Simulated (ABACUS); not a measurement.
**A series of single points on RbCl**

System: RbCl (Fm-3m, 2 atoms in the cell).
Method: Kohn-Sham DFT of a periodic cell, PBE, PseudoDojo NC SR 0.4.1 PBE standard, no spin polarisation (ABACUS 3.10.1).

The 7 runs differ only in the geometry, by an even scaling of the cell at fixed fractional positions. The structure derives from an entry of the Crystallography Open Database.

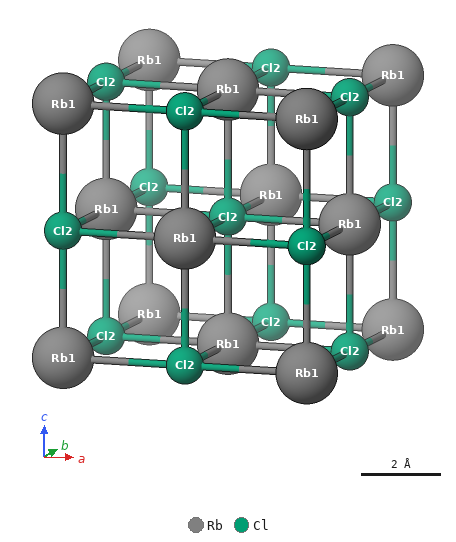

Figure 1. The structure of run 4 (ball-and-stick view of the cell 4 times as large as that of the calculation, set on its symmetry axes, seen slightly off an axis; atoms are numbered from 1 in the order of the input).

### Input of run 4
```
INPUT_PARAMETERS
suffix              RbCl
calculation         scf
basis_type          pw
pseudo_dir          ./
symmetry            1
dft_functional      pbe
ecutwfc             58
pseudo_rcut         10
nspin               1
nbands              12
ks_solver           dav
smearing_method     fd
smearing_sigma      0.00367493
scf_thr             1e-08
scf_nmax            100
mixing_type         broyden
mixing_beta         0.7
cal_force           1
cal_stress          1
kpar                4
```

### File STRU of run 4
```
ATOMIC_SPECIES
Rb 85.4678 Rb.upf
Cl 35.4500 Cl.upf

LATTICE_CONSTANT
1.8897261246

LATTICE_VECTORS
0.0000000000 3.2740000000 3.2740000000
3.2740000000 0.0000000000 3.2740000000
3.2740000000 3.2740000000 0.0000000000

ATOMIC_POSITIONS
Direct

Rb
0.0
1
0.0000000000 0.0000000000 0.0000000000 1 1 1

Cl
0.0
1
0.5000000000 0.5000000000 0.5000000000 1 1 1
```

### File KPT of run 4
```
K_POINTS
0
Gamma
7 7 7 0 0 0
```

Command:
```bash
OMP_NUM_THREADS=1 mpirun -np 4 abacus > log
```

Run 3 differs from it as follows:
```diff
-0.0000000000 3.2740000000 3.2740000000
-3.2740000000 0.0000000000 3.2740000000
-3.2740000000 3.2740000000 0.0000000000
+0.0000000000 3.2520261836 3.2520261836
+3.2520261836 0.0000000000 3.2520261836
+3.2520261836 3.2520261836 0.0000000000
```

### Results, with one run withheld

```tsv
run	volume per atom (Å³)	free energy per atom, from the lowest run given (meV)	pressure (GPa)	gap on the mesh (eV)
1	32.989	31.99	2.54	5.26
2	33.690	21.96	2.02	5.19
3	34.392	?	?	?
4	35.094	8.15	1.13	5.05
5	35.796	3.95	0.76	4.99
6	36.498	1.29	0.43	4.92
7	37.200	0.00	0.13	4.86
```

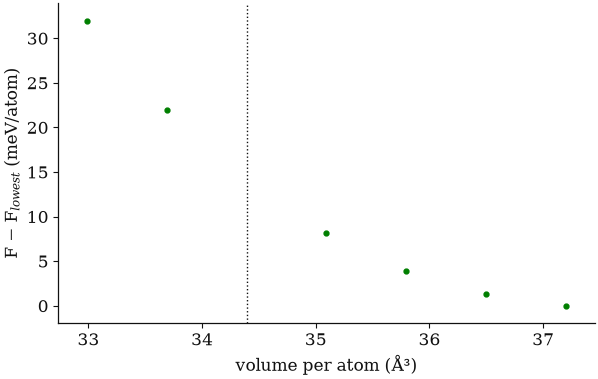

Figure 2. Free energy per atom of the runs given; the dotted line marks run 3.

Fit the runs given and predict run 3.

A cubic polynomial in V^(−2/3) (the Birch–Murnaghan form), fitted to the 6 runs given, misses them by under 0.01 meV per atom. With x = V^(−2/3) − 0.09318 Å⁻², it reads F = 7.7059 + 3934.3 x + 5.0265e+05 x² + 2.8732e+06 x³ (meV per atom). At run 3 it gives 14.09 meV per atom, and the run itself gives 14.09. The slope of the fit gives a pressure −dF/dV of 1.57 GPa there, and the run prints 1.55 GPa. The fit has no minimum inside this range. The gap on the mesh goes, without turning, from 5.26 eV in run 1 to 4.86 eV in run 7; run 3 has 5.12 eV. These are gaps of this functional on this mesh, which can miss the band edges; they aren't the measured gap.

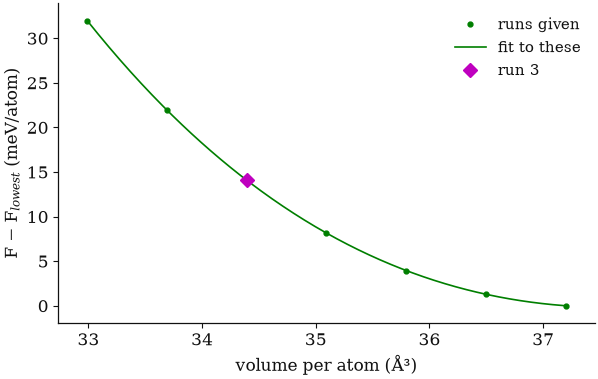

Figure 3. The fit and the withheld run.

### Some lines of the output (run 3)
```
[...]
                          Volume (Bohr^3) = 464.182
                             Volume (A^3) = 68.7847
 E_Fermi        0.2583135047         3.5145355345
 E_Fermi        0.2548935313         3.4680044088
 E_Fermi        0.2551787612         3.4718851612
 E_Fermi        0.2306818816         3.1385880150
 E_Fermi        0.2308517350         3.1408989890
 E_Fermi        0.2309194915         3.1418208641
 E_KS(sigma->0) -87.2351343241       -1186.8948926037
 E_Fermi        0.2309348219         3.1420294446
 final etot is -1186.8948926 eV
 EFERMI = 3.1420294446 eV
 TOTAL-PRESSURE: 15.506163 KBAR
 !FINAL_ETOT_IS -1186.8948926036748617 eV
```
